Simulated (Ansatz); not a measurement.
Geometry relaxation, with input and output: Ag

- system: Ag (1 atom in the cell)
- method: DFT, PBE, PAW with Ansatz's default frozen-core files, scalar-relativistic, no spin polarisation (Ansatz 0.2.0)

The structure was built on a prototype by a generator; it need not be a known phase. It belongs to a series of runs on one base structure; here: bulk cell relaxed. Figures and captions count atoms from 1; the log counts them from 0 in places.

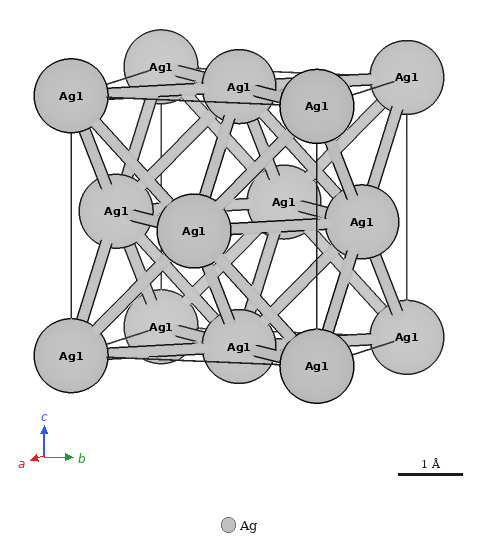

*The input geometry (ball-and-stick view of the cell 4 times as large as that of the calculation, set on its symmetry axes, seen slightly off an axis; atoms are numbered from 1 in the order of the input).*

Near neighbours in the crystal (not all of them lie inside the picture): Ag has 12 Ag at 2.93 Å.

Input file:
```yaml
crystal:
  lattice:
    - [0.0, 2.0734371548, 2.0734371548]
    - [2.0734371548, 0.0, 2.0734371548]
    - [2.0734371548, 2.0734371548, 0.0]
  atoms:
    - { symbol: Ag, position: [0.0, 0.0, 0.0] }
kpoints:
  mp_grid: { grid: [18, 18, 18] }
scf:
  occupations: { method: fermi_dirac, width: 0.08 }
hamiltonian:
  xc: pbe
  pseudopotentials: { kind: paw }
output:
  forces: true
  stress: true
  write_density: true
  write_potential: true
  elf: true
  volumetric_format: npy
relax:
  f_tol: 0.005
  max_steps: 40
  cell: {}
```

Run as:
```bash
ansatz run input.yaml --threads 2 --pin off --max-ram 4096MiB --backend cpu --events-out ev --progress --plain --runs-dir out
```

What the program printed:
```
Engine: ansatz 0.2.0, x86_64-unknown-linux-gnu
Pseudopotentials: kind: paw
Pseudopotential: Ag, paw, valence charge 19, recommended cutoff 420 eV (normal), Ag.paw.azcp
Functional definition: PBE
  parameter kappa = 0.804
  parameter beta = 0.06672455060314922
  exchange = pbe_x(kappa = kappa, mu = beta*pi^2/3)
  correlation = pbe_c(beta = beta)
Crystal: 1 atoms, lattice volume = 17.828 Å³
Basis set: ecut = 420 eV, 339 PW (Γ), exchange–correlation on 40×40×40 points (8 copies of the dense FFT grid, shifted against one another)
Bands: 14, of which v1, the nominal top of the filled ones, is band 10 counted from 1 (9 counted from 0)
Symmetry: 48 space group operations
Space group: Fm-3m (ITA 225), of the structure as read, at distance tolerance 2.6e-5 Å
k-points: 195 of 5832
Non-local potential: Ag, projectors of the file, l = 0: 3, l = 1: 2, l = 2: 2, l = 3: 1
PAW form: soft (Blöchl's): semilocal exchange-correlation on the pseudo side does not see the compensation charge
PAW one-centre angular grid: Ag, 590 points (default); XC on 64 Gauss nodes
Initial density: superposition of atomic densities (neutral atoms: chi_scale 0, normalization atom), corrected by the library's trained network
Initial wavefunctions: pseudopotential atomic-orbital guess
Functional: x = pbe(κ = 0.804, μ = 0.2195149727645171), c = pbe(β = 0.06672455060314922)
SCF iter   1: F=—  HF=-7590.558145 eV  |F-HF|=—  |Δ(HF+E_count)|=         —  Δρ=7.70e-4  dr2=1.46e-5  ethr=1.77e-3  ⟨swp⟩=4.7  Hψ=13683  notcnv=0
preconditioner: auto → none  [metal: Δε(μ)=0.142 eV  Ē_g=15.819 eV  σ=0.080 eV  W_gap=0.41  n_scr=8 (ndim 8)  ℏωp=29.2 eV  f_vac=0.000  D(μ)=0.22/eV (n_scr^D=0)  sad-step TF]
SCF iter   2: F=—  HF=-7590.558342 eV  |F-HF|=—  |Δ(HF+E_count)|=   1.98e-4  Δρ=4.33e-4  dr2=5.17e-6  ethr=7.67e-8  ⟨swp⟩=2.2  Hψ=6219  notcnv=0
SCF iter   3: F=—  HF=-7590.558381 eV  |F-HF|=—  |Δ(HF+E_count)|=   3.86e-5  Δρ=8.58e-5  dr2=1.19e-6  ethr=2.72e-8  ⟨swp⟩=2.0  Hψ=3796  notcnv=0
iter 4 did not close the SCF: its close was put off for the readings that it lacked (scf_convergence_deferred on its scf_iter line)
SCF iter   4: F=-7590.558381 eV  HF=-7590.558381 eV  |F-HF|=5.35e-8  |Δ(HF+E_count)|=   3.21e-7  Δρ=1.96e-5  dr2=2.58e-8  ethr=6.28e-9  ⟨swp⟩=2.2  Hψ=3714  notcnv=0
iter 5 did not close the SCF: its close was put off for the readings that it lacked (scf_convergence_deferred on its scf_iter line)
SCF iter   5: F=-7590.558381 eV  HF=-7590.558381 eV  |F-HF|=9.29e-10  |Δ(HF+E_count)|=   5.67e-8  Δρ=6.43e-6  dr2=5.16e-9  ethr=1.36e-10  ⟨swp⟩=2.1  Hψ=3600  notcnv=0
SCF iter   6: F=-7590.558381 eV  HF=-7590.558381 eV  |F-HF|=3.64e-12  |Δ(HF+E_count)|=   1.20e-9  Δρ=2.10e-7  dr2=7.65e-12  ethr=2.71e-11  ⟨swp⟩=4.1  Hψ=12704  notcnv=0
SCF 1 converged in 6 iterations: F = -7590.558381 eV  dr2 = 7.65e-12
  greatest PAW one-centre occupation: 1.000 electrons in one spin orbital (limit 2), on the Ag atom at site 0 (counted from 0), in its partial waves of l = 0
relax step   1: F+E_penalty+E_count = -7590.55838069 eV  Δ(F+E_penalty+E_count) = +0.000e0 eV  max|allowed force component| = 0.000e0 eV/Å  Δτ_max = 0.0000 Å  P = +0.059 GPa  Ω = 17.828 Å³  (6 SCF iters, accepted)
Crystal: 1 atoms, lattice volume = 17.848 Å³
Initial density: handed on by an earlier stage of this run
Initial wavefunctions: those handed on with the density
iter 1 solved again at ethr=9.45e-9 eV; its pass at ethr=3.10e-3 eV (dr2=1.80e-6 eV) is discarded
SCF iter   1: F=—  HF=-7590.558374 eV  |F-HF|=—  |Δ(HF+E_count)|=         —  Δρ=1.08e-4  dr2=2.39e-6  ethr=9.45e-9  ⟨swp⟩=2.1  Hψ=17363  notcnv=0
preconditioner: auto → none  [metal: Δε(μ)=0.141 eV  Ē_g=15.810 eV  σ=0.080 eV  W_gap=0.41  n_scr=8 (ndim 8)  ℏωp=29.2 eV  f_vac=0.000  D(μ)=0.22/eV (n_scr^D=0)]
SCF iter   2: F=—  HF=-7590.558374 eV  |F-HF|=—  |Δ(HF+E_count)|=   6.36e-8  Δρ=6.52e-5  dr2=4.25e-7  ethr=9.45e-9  ⟨swp⟩=2.1  Hψ=3953  notcnv=0
SCF iter   3: F=—  HF=-7590.558374 eV  |F-HF|=—  |Δ(HF+E_count)|=   1.34e-7  Δρ=1.67e-5  dr2=2.63e-8  ethr=2.24e-9  ⟨swp⟩=2.3  Hψ=4048  notcnv=0
SCF iter   4: F=-7590.558374 eV  HF=-7590.558374 eV  |F-HF|=5.82e-11  |Δ(HF+E_count)|=   5.14e-9  Δρ=1.33e-6  dr2=1.04e-10  ethr=4.64e-11  ⟨swp⟩=6.0  Hψ=11675  notcnv=0
SCF 2 converged in 4 iterations: F = -7590.558374 eV  dr2 = 1.04e-10
relax step   2: F+E_penalty+E_count = -7590.55837352 eV  Δ(F+E_penalty+E_count) = +7.171e-6 eV  max|allowed force component| = 0.000e0 eV/Å  Δτ_max = 0.0000 Å  P = -0.044 GPa  Ω = 17.848 Å³  energy of the carried Pulay correction = -8.131e-6 eV  (4 SCF iters, dr2 threshold 8.81e-9 eV, accepted)
Initial wavefunctions: pseudopotential atomic-orbital guess (no wavefunctions were taken with the density)
iter 1 solved again at ethr=2.84e-9 eV; its pass at ethr=3.10e-3 eV (dr2=5.39e-7 eV) is discarded
SCF iter   1: F=—  HF=-7590.558381 eV  |F-HF|=—  |Δ(HF+E_count)|=         —  Δρ=3.23e-6  dr2=4.71e-10  ethr=2.84e-9  ⟨swp⟩=3.1  Hψ=21421  notcnv=0
preconditioner: auto → none  [metal: Δε(μ)=0.141 eV  Ē_g=15.809 eV  σ=0.080 eV  W_gap=0.41  n_scr=8 (ndim 8)  ℏωp=29.2 eV  f_vac=0.000  D(μ)=0.22/eV (n_scr^D=0)]
SCF iter   2: F=—  HF=-7590.558382 eV  |F-HF|=—  |Δ(HF+E_count)|=   5.93e-7  Δρ=1.26e-6  dr2=1.25e-10  ethr=2.48e-12  ⟨swp⟩=2.0  Hψ=4586  notcnv=0
SCF iter   3: F=—  HF=-7590.558382 eV  |F-HF|=—  |Δ(HF+E_count)|=  1.46e-11  Δρ=6.23e-7  dr2=2.18e-11  ethr=1.00e-12  ⟨swp⟩=2.1  Hψ=3711  notcnv=0
SCF iter   4: F=-7590.558382 eV  HF=-7590.558382 eV  |F-HF|=2.73e-12  |Δ(HF+E_count)|=  2.73e-12  Δρ=5.52e-8  dr2=8.03e-14  ethr=1.00e-12  ⟨swp⟩=4.8  Hψ=9523  notcnv=0
SCF 3 converged in 4 iterations: F = -7590.558382 eV  dr2 = 8.03e-14
relax step   3: F+E_penalty+E_count = -7590.55838165 eV  Δ(F+E_penalty+E_count) = -8.121e-6 eV  max|allowed force component| = 0.000e0 eV/Å  Δτ_max = 0.0000 Å  P = -0.044 GPa  Ω = 17.848 Å³  stress off target by 4.44e-2 GPa  SCF on the basis re-selected at this cell (its energy is not comparable with the rows above)  (4 SCF iters)
```

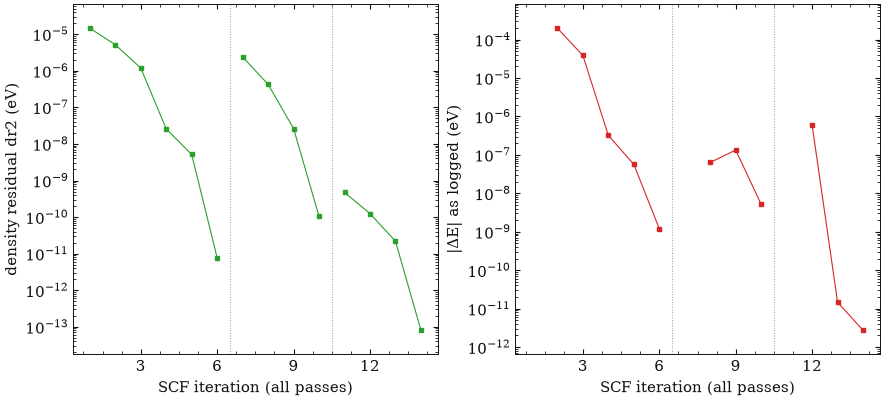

*Convergence of the self-consistent field: density residual dr2 and size of the energy change against the SCF iteration. The dotted lines part the SCF passes of the relaxation: geometry steps, rejected trials and re-solves on a re-selected basis.*

The passes take 6, 4 and 4 iterations.

```
basis re-selected at this cell: Δ(F+E_penalty+E_count) = -8.121e-6 eV, ΔP = -0.000 GPa vs the last step (what re-selecting the basis moved, of the pressure what is left beyond the Pulay correction that the steps carried, after the strain that the cell walked since its last selection, with what the two solves' SCF thresholds leave and, on support functions, any second-order correction that the steps lacked; it is no measure of the basis error at this ecutwfc). This SCF's stress stands 4.44e-2 GPa from its target on what of the cell is left free (relax.cell.stress_tol is 5.00e-2 GPa) and its largest allowed force component is 0.00e0 eV/Å (relax.f_tol is 5.00e-3 eV/Å): within both
SCF converged after 4 iterations
Free energy (F): -7590.558382 eV
Harris-Foulkes:  -7590.558382 eV  (|F-HF|=2.73e-12)
Internal energy: -7590.553616 eV  (E = F + TS)
E sigma→0 (E₀):  -7590.555999 eV
Entropy (-TS):   -0.004766 eV (-4.766 meV/atom)
Fermi energy:    16.339560 eV
--- Per-component energies (eV) ---
  E_band       = -250.865080
  E_kinetic    = 526.973052
  E_local      = -2264.865863  (includes V_loc(G=0)·N_el)
  E_nonlocal   = 80.045322
  E_hartree    = 1026.602199
  E_xc         = -184.720126
  E_vxc        = -234.693009  (∫ρ·V_xc dr)
  E_paw        = -3902.020367  (= ΣΔE_a)
  E_vpaw       = -411.529311  (= ΣTr[D̂ρ^β])
  E_aug_tail   = 0.000328  (compensation charges beyond the density's cutoff)
  E_ewald      = -2872.568161
  E_smearing   = -0.004766  (= −TS)
  E_closure    = -0.000000  (closes the sum)
  Σ components = -7590.558382   (vs F -7590.558382, Δ=0.00e0)
--- Forces (eV/Å), atoms counted from 1 ---
  atom   1  Ag     0.00000000     0.00000000    -0.00000000
  max |Σ_I F_I| component: 9.86e-32 eV/Å
--- Stress (GPa, compression-positive) ---
       -0.044397      -0.000000      -0.000000
        0.000000      -0.044397      -0.000000
        0.000000      -0.000000      -0.044397
  P = ⅓ Tr σ = -0.0444 GPa (-0.444 kbar)
--- Band table (eV; the first three rows and the last of 195) ---
  k-point 0: bands = ["-75.4971", "-38.9026", "-38.9026", "-38.9026", "8.8987", "11.7255", "11.7255", "11.7255", "12.6831", "12.6831", "32.1410", "35.4608", "35.4608", "35.4608"]
  k-point 1: bands = ["-75.4967", "-38.9068", "-38.9033", "-38.9033", "8.9922", "11.7049", "11.7507", "11.7507", "12.6736", "12.6736", "32.1490", "34.6436", "35.4899", "35.4899"]
  k-point 2: bands = ["-75.4955", "-38.9187", "-38.9051", "-38.9051", "9.2625", "11.6573", "11.8162", "11.8162", "12.6550", "12.6550", "31.8222", "33.3302", "35.5554", "35.5554"]
  k-point 194: bands = ["-75.4789", "-39.0008", "-38.9874", "-38.9561", "10.8846", "11.2456", "11.7362", "12.7253", "13.6141", "21.4748", "22.8027", "23.0032", "24.3531", "37.5278"]
--- Relaxed structure (2 steps of the walk, 2 accepted, 1 SCFs on fresh bases) ---
  F+E_penalty+E_count = -7590.55838165 eV   max|allowed force component| = 0.000e0 eV/Å   (the final SCF, on the basis selected at the relaxed cell)
  cell:  # Å, volume = 17.8482 Å³
    - [-6.369215041119491e-36, 2.074220600398482, 2.074220600398482]
    - [2.074220600398482, -1.9107645123358464e-35, 2.074220600398482]
    - [2.074220600398482, 2.074220600398482, 2.5476860164477947e-35]
  atoms:
    - { symbol: Ag, position: [0.0, 0.0, 0.0] }
```

File rho_z.tsv:
```
# z_ang	rho[e/angstrom^3]
# format = ansatz-planar-average/11
# lattice	-0.000000000	2.074220600	2.074220600
# lattice	2.074220600	-0.000000000	2.074220600
# lattice	2.074220600	2.074220600	0.000000000
# sites	1
# site	47	0.000000000	0.000000000	0.000000000
0.000000	2.547043e0
0.146670	2.423538e0
0.293339	2.088749e0
0.440009	1.632836e0
0.586678	1.162368e0
0.733348	7.636813e-1
0.880017	4.809929e-1
1.026687	3.133111e-1
1.173356	2.283245e-1
1.320026	1.892950e-1
1.466695	1.774097e-1
1.613365	1.892950e-1
1.760035	2.283245e-1
1.906704	3.133111e-1
2.053374	4.809929e-1
2.200043	7.636813e-1
2.346713	1.162368e0
2.493382	1.632836e0
2.640052	2.088749e0
2.786721	2.423538e0
```

Trajectory as extended XYZ (Å, eV, eV/Å), 3 frames, from step=1 to step=3:
```
1
Lattice="0.0000 2.0734 2.0734 2.0734 0.0000 2.0734 2.0734 2.0734 0.0000" Properties=species:S:1:pos:R:3:forces:R:3 step=1 energy=-7590.55838 pressure_GPa=0.06
Ag    0.0000    0.0000    0.0000    0.0000   0.0000   0.0000
1
Lattice="0.0000 2.0742 2.0742 2.0742 0.0000 2.0742 2.0742 2.0742 0.0000" Properties=species:S:1:pos:R:3:forces:R:3 step=2 energy=-7590.55837 pressure_GPa=-0.04
Ag    0.0000    0.0000    0.0000    0.0000   0.0000   0.0000
1
Lattice="0.0000 2.0742 2.0742 2.0742 0.0000 2.0742 2.0742 2.0742 0.0000" Properties=species:S:1:pos:R:3:forces:R:3 step=3 energy=-7590.55838 pressure_GPa=-0.04
Ag    0.0000    0.0000    0.0000    0.0000   0.0000   0.0000
```

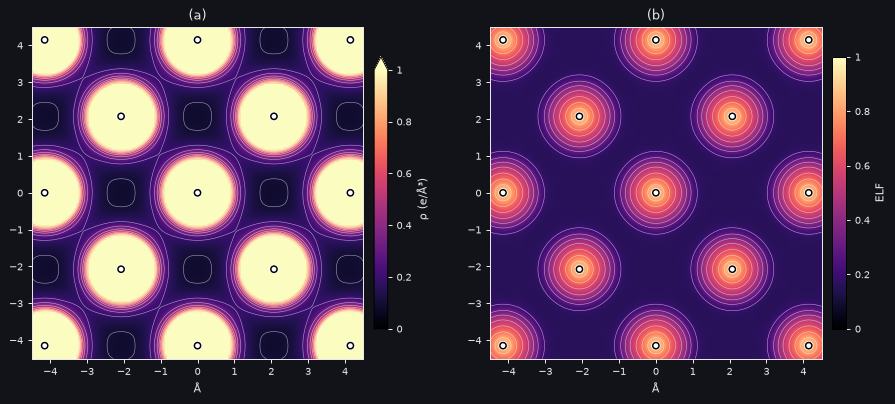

*(a) valence charge density (pseudo); (b) ELF on the (001) plane of the conventional cell. Circles mark the nuclei in the plane (Ag).*

The section cuts through Ag sites. Ag–Ag (2.93 Å): the density is about 0.19 e/Å³ at the midpoint; the ELF is about 0.15 at the midpoint (no shared electron pair). Away from the nuclei the density in this plane falls to 0.09 e/Å³ at its lowest. The strong features right at Ag lie inside the PAW spheres (semicore, d or f shells) and say nothing about bonding. The fields are those of the smooth PAW valence density.

Summary:

```json
{"quantity": "outcome", "value": "converged"}
{"quantity": "space group (tolerance 0.01 Å)", "value": "Fm-3m (225)"}
{"quantity": "electrons treated", "value": "19"}
{"quantity": "free energy", "value": "−7590.5584 eV"}
{"quantity": "Fermi energy", "value": "16.340 eV"}
{"quantity": "pressure", "value": "−0.04 GPa"}
{"quantity": "final volume", "value": "17.85 Å³"}
{"quantity": "largest force (length of the vector) at the end", "value": "under 0.001 eV/Å"}
{"quantity": "final cell", "value": "a = 2.933 Å, b = 2.933 Å, c = 2.933 Å, α = 60.00°, β = 60.00°, γ = 60.00°"}
{"quantity": "hardware", "value": "2 threads of AMD EPYC (Zen 5), 176 GiB of memory available, shared host"}
{"quantity": "wall time", "value": "1.8 s (CPU time 3.3 s)"}
{"quantity": "peak memory", "value": "0.36 GiB"}
```
